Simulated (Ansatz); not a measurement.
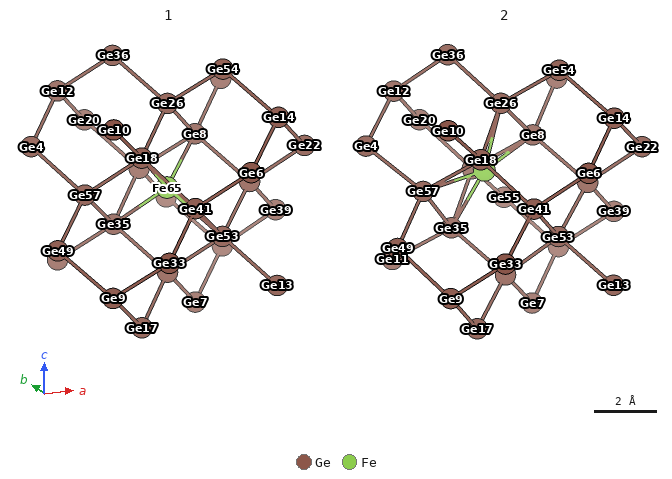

Two geometries of a defect cell of composition Ge₆₄Fe, drawn at one scale. One is the start of a relaxation, the other its converged end. Style: ball-and-stick. Shown: the atoms within 5.8 Å of the atom that moves most (axes of the cell of the calculation (origin shifted)), slightly off an axis.

All numbers below come from Ansatz, DFT, PBEsol, PAW, plane waves. Set-up: plane-wave cutoff 420 eV; k-point mesh 1 × 1 × 1; mesh shifted by (0.25, 0.25, 0.25); no spin polarisation; atoms relaxed in a fixed cell; force threshold 0.03 eV/Å; at most 80 steps.

### Which one is relaxed?

Structure 2 is the relaxed one. The atoms of the start lie slightly off their symmetric places, so part of the fall in energy undoes that. After 11 geometry steps the energy has fallen by 0.783 eV per cell of the calculation. The largest force component goes from 0.86 to 0.022 eV/Å. The atom that moves furthest is the Fe atom (0.85 Å along [−1 1 1]). By element the largest moves are Fe 0.85 Å, Ge 0.16 Å. The cell doesn't change. Near-neighbour distances that change, for instance: Fe–Ge 2.479 → 3.325 Å, Fe–Ge 2.841 → 2.349 Å, Fe–Ge 2.827 → 2.444 Å, Fe–Ge 2.431 → 2.296 Å. New bonds form, among them: Fe–Ge (2.84 → 2.35 Å). Bonds break, among them: Fe–Ge (2.48 → 3.32 Å). Among the angles between lasting bonds that change: Ge–Ge–Fe 178.1° → 151.6°, Ge–Ge–Fe 178.1° → 154.0°, Ge–Ge–Fe 70.5° → 93.1°.

Limits of the set-up: an element that often carries a moment was run without spin polarisation.
